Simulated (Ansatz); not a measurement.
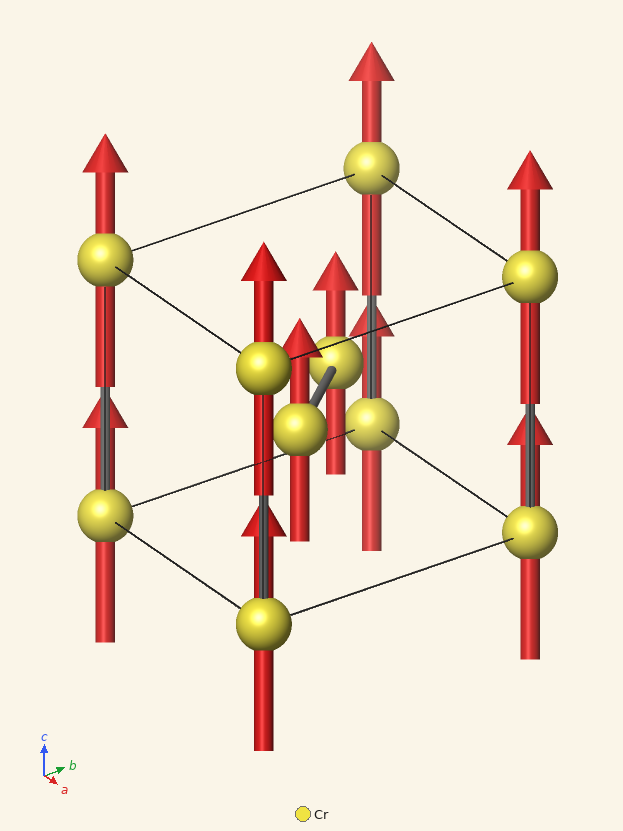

View slightly off an axis, drawn as a ball-and-stick model. The parallelepiped is the simulation cell. Arrows are the site magnetic moments above 0.25 μB; longer means larger, and red and blue are up and down (without spin-orbit coupling the axis itself is arbitrary).

This is the state reached for Cr. Computational set-up: DFT PBE, scalar-relativistic, plane waves, PAW (Ansatz), a basis cut at 420 eV, a 12×12×16 sampling of the Brillouin zone, Gaussian smearing of 0.1 eV, collinear spins.

### What order do the moments form, and how large are they?

Ferromagnetic (within this cell). Site moments: 3 Cr +0.6 to +0.9 μB. The net spin moment of the whole cell is 2.3 μB.

It goes back to a structure listed in the Materials Project, with elements exchanged, so it need not be a known form of the compound. The cell was then strained or its atoms displaced on purpose. It was run through Ansatz as a DFT input.

At this level of theory the cell isn't at rest (stretched, at -19 GPa), so its distances can differ from those at equilibrium, the more so the softer the solid, and its magnetic state may change on relaxation.
